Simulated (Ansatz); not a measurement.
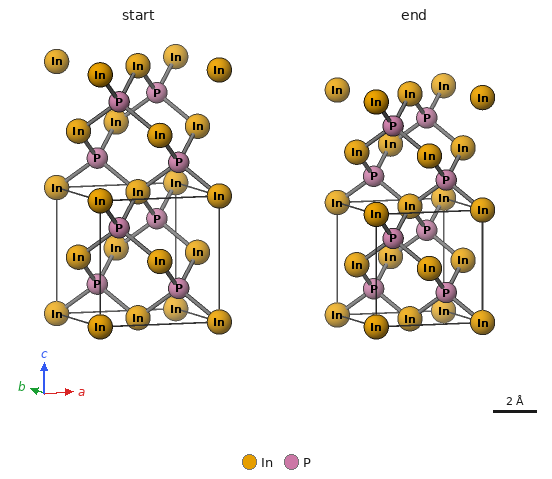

The structure of solid InP (set up in F-43m) (coarse preliminary run) before (left) and after (right) a relaxation, at one scale.

A ball-and-stick model of the conventional cell (4 times the calculation's cell), repeated 1 × 1 × 2 with one cell outlined, seen slightly off an axis. Lengths and directions refer to the drawn axes.

Case: input drawn at random.

Computed with Ansatz, DFT PBE, scalar-relativistic, plane waves, PAW.

Input file:
```yaml
crystal:
  lattice:
    - [0.0, 2.9519763857, 2.9519763857]
    - [2.9519763857, 0.0, 2.9519763857]
    - [2.9519763857, 2.9519763857, 0.0]
  atoms:
    - { symbol: In, position: [0.0, 0.0, 0.0] }
    - { symbol: P, position: [0.25, 0.25, 0.25] }
basis:
  ecutwfc: 420
kpoints:
  mp_grid: { grid: [2, 2, 2] }
hamiltonian:
  xc: pbe
scf:
  occupations: { method: gaussian, width: 0.1 }
output:
  forces: true
  stress: true
  eigenvalues: true
relax:
  adjacent_minimum: "off"
  f_tol: 0.03
  max_steps: 5
  cell: { p_target: 60 }
```

Launched with:
```bash
ansatz run input.yaml --threads 1 --pin off --max-ram 1331MiB --backend cpu --events-out ev --progress --plain --runs-dir out
```

Question: Summarise the run.

Answer: The relaxation stopped without meeting its thresholds, so the last structure isn't shown to be converged. It used up its limit of 5 steps. After 4 geometry steps the energy has risen by 2.403 eV per cell of the calculation. With the target pressure of 60 GPa, the enthalpy E + pV changes by −3.172 eV per cell of the calculation. All forces vanish by symmetry, so only the cell relaxes. Pressure: 5.57 GPa at the start and 59.92 GPa at the end. No atom moves by more than 0.005 Å relative to the cell. Cell: a = b = c 5.904 → 5.269 Å (−10.8 %). Volume −28.9 %. Some distances before and after: In1–P2 2.556 → 2.281 Å. The space group stays F-43m (No. 216).
